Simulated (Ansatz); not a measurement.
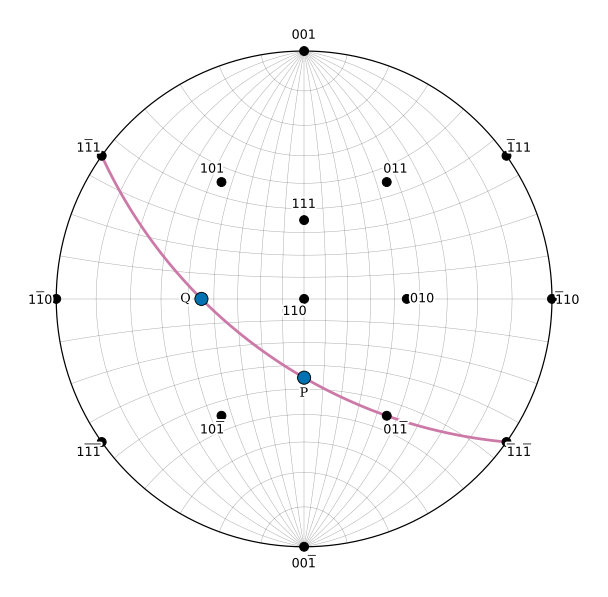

Crystal: PbO, the end point of a relaxation with DFT, r2SCAN, plane waves, PAW in Ansatz 0.2.0; the starting structure was generated, so it need not be a known form of this composition. Stereographic projection of plane normals (upper hemisphere) centred on (1 1 0). The drawing is computed from the coordinates (standard cell, symmetry found to 0.002 Å).

a = 3.179 Å, b = 3.179 Å, c = 3.179 Å, α = 90.00°, β = 90.00°, γ = 90.00°.

### Index the poles marked P, Q.

P is (1 1 −1), 35.3° from the centre; Q is (1 0 0), 45.0° from the centre.

### Which zone does the coloured great circle trace?

The zone [0 1 1]: its poles satisfy k + l = 0.

### What is the angle between the normals of (1 −1 0) and (1 −1 1), and what are their d_hkl = 1/|g|?

35.3°; d = 2.248 Å and 1.836 Å.
